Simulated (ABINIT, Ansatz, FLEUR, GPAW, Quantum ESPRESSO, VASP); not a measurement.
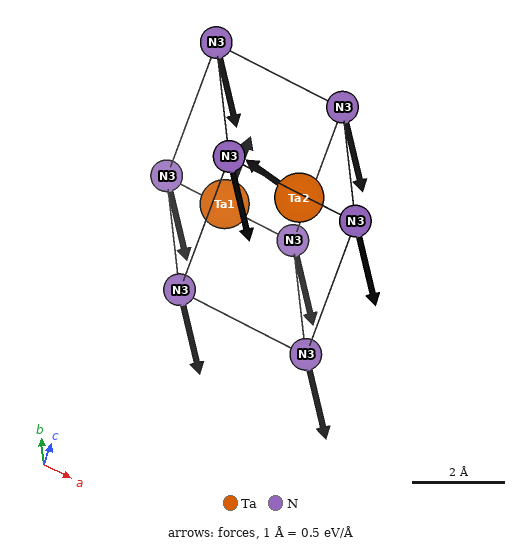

Ta2N (3 atoms) with its atoms moved off their places at random, by some hundredths of an ångström. The arrows are the forces from GPAW (PAW data 1.2.1). The parent cell is a structure listed in the Materials Project. It needn't be the stable form of this composition.

```
Ta N
1.0
     3.11286    0.00000    0.00000
    -1.55643    2.69582    0.00000
     0.00000    0.00000    4.86984
Ta N
2 1
Direct
  0.32460 0.65342 0.25129
  0.69069 0.34223 0.74321
  0.99834 0.00588 0.00396
```

The same cell was run in six programs or potential sets. Alike in all runs: functional PBE; k mesh 10 × 10 × 6 on the run's cell of 3 atoms; occupations fermi-dirac, width 0.05 eV; no spin polarisation; no spin-orbit coupling. The table gives the size of the force on each atom, with the net force on the cell removed.

| program | force on Ta1 (eV/Å) | force on Ta2 (eV/Å) | force on N3 (eV/Å) |
| --- | --- | --- | --- |
| GPAW (PAW data 1.2.1) | 0.542 | 0.464 | 0.797 |
| Quantum ESPRESSO (SSSP 1.3 efficiency) | 0.509 | 0.455 | 0.776 |
| Ansatz LAPW (all-electron) | 0.492 | 0.454 | 0.766 |
| VASP (PBE potentials, release 64 Ta_pv, N) | 0.527 | 0.450 | 0.778 |
| ABINIT (JTH PAW PBE v2.0) | ? | ? | ? |
| FLEUR (all-electron) | 0.492 | 0.455 | 0.767 |

Question: What does ABINIT (JTH PAW PBE v2.0) give?

Answer: 0.511 eV/Å on Ta1, 0.463 eV/Å on Ta2 and 0.785 eV/Å on N3. The medians of the other rows are 0.509, 0.455, 0.776 eV/Å.

Question: How well do the programs agree?

Answer: The force on N3, the largest, spans 0.766 to 0.797 eV/Å. Against the median force vectors, the rows deviate by 0.013 eV/Å rms as a rule and by 0.031 eV/Å at most. With one functional throughout, the spread comes from potentials, basis sets and numerical settings. Deviations count direction as well as size.
